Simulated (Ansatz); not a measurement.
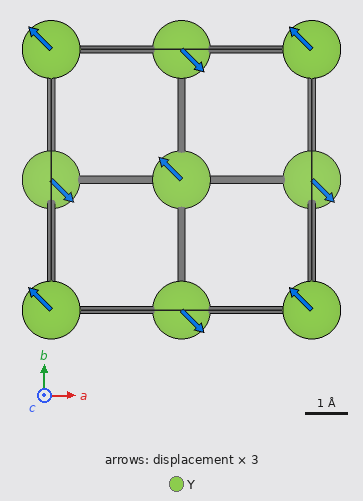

This is a relaxation of crystalline Y (a generated structure, set up in I4_1/amd). The starting structure is drawn; blue arrows show the displacements (the part carried along by the change of the cell is left out), magnified 3 times.

A ball-and-stick model of the conventional cell (2 times the calculation's cell), seen along the c axis. Lengths and directions refer to the drawn axes.

Phase: beta-Sn type.

Method: DFT, r2SCAN, plane waves (500 eV) with PAW, scalar-relativistic in Ansatz 0.2.0.

The input:
```yaml
crystal:
  lattice:
    - [-3.166246263, 3.166246263, 1.7287704596]
    - [3.166246263, -3.166246263, 1.7287704596]
    - [3.166246263, 3.166246263, -1.7287704596]
  atoms:
    - { symbol: "Y", position: [0.0, 0.0, 0.0] }
    - { symbol: "Y", position: [0.75, 0.25, 0.5] }
hamiltonian:
  xc: r2scan
  pseudopotentials:
    kind: paw
    azcp:
      "Y": "pseudopotentials/Y.paw.azcp"
basis:
  ecutwfc: 500
  fft_grid_basis: typed
kpoints:
  mp_grid: { grid: [10, 10, 7], shift: [0, 0, 0] }
magnetization:
  spin_polarized: false
scf:
  occupations: { method: fermi_dirac, width: 0.1 }
relax:
  max_steps: 60
  f_tol: 0.01
  cell: {}
```

Command:
```bash
ansatz run input.yaml --threads 1 --pin off --max-ram 3584MiB --backend cpu --events-out ev --progress --plain --runs-dir out
```

Question: Describe the change and its energy.

Answer: The largest moves relative to the cell, 0.26 Å, are those of Y1 and Y2. Y2 goes along [1 −1 0]. The volume changes by −3.1 %, with a = b 6.332 → 6.799 Å (+7.4 %), c 3.458 → 3.681 Å (+6.5 %), α 90.0° → 74.4°, β 90.0° → 74.4°, γ 90.0° → 56.0°. Among the contacts that change: Y1–Y1 4.800 → 3.683 Å, Y1–Y2 4.093 → 3.566 Å, Y1–Y2 (another image) 3.282 → 3.561 Å, Y1–Y1 (another image) 3.458 → 3.681 Å. New bonds form: Y1–Y1 (4.80 → 3.68 Å), Y2–Y2 (4.80 → 3.68 Å). The space group (tolerance 0.01 Å) goes from I4_1/amd (No. 141) to C2/c (No. 15). After 16 accepted moves (19 points after the start) the energy has fallen by 0.880 eV per cell of the calculation. The largest force component goes from 0.0015 to 0.00054 eV/Å. Pressure: −1.57 GPa at the start and −0.01 GPa at the end. The line search rejected the trial step at point 15 of the run. The SCF was repeated twice at an unchanged geometry on a basis and grid sized afresh for the cell, which shifted the energy by 13.3 meV per cell of the calculation at most.
